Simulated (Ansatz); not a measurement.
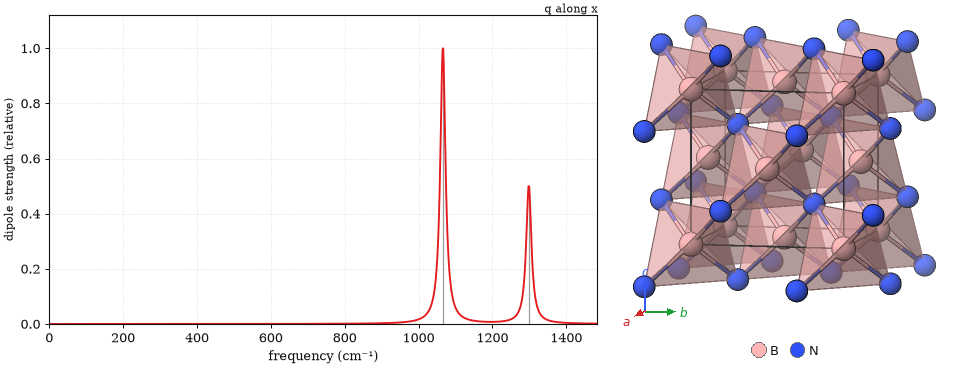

The picture above shows the polar optical modes, transverse and longitudinal, approaching the zone centre along x for BN, space group F-43m (No. 216). Lines are broadened by Lorentzians of 17 cm⁻¹ full width; the spectrum is scaled to its strongest line. The conventional cell is drawn beside the plot.

Starting cell:
```
B N
1.0
     0.00000    1.79401    1.79401
     1.79401    0.00000    1.79401
     1.79401    1.79401    0.00000
B N
1 1
Cartesian
  0.0000 0.0000 0.0000
  2.6910 2.6910 2.6910
```

Computed with Ansatz 0.2.0: optical phonons of an insulator on the approach to the zone centre along x, y and z with the field of polar modes, imaginary frequencies are negative, field response on a mesh refined by the program; plane waves with PAW datasets. Level: PBE, no spin polarisation.

wave cutoff 420 eV; k mesh 12×12×12; occupations fixed; pressure 12 GPa.

Question: Which of the stronger lines are transverse and which longitudinal?

Answer: The transverse (TO, twofold) lines lie at 1065.9 and the longitudinal (LO) ones at 1298.5 cm⁻¹, the same along x, y and z by the cubic symmetry.

The computed values:

| at | frequency (cm⁻¹) | degeneracy | dipole strength ((D/Å)²/amu) |
| --- | --- | --- | --- |
| x | 1065.9 | 2 | 27.3 |
| x | 1298.5 | 1 | 13.6 |
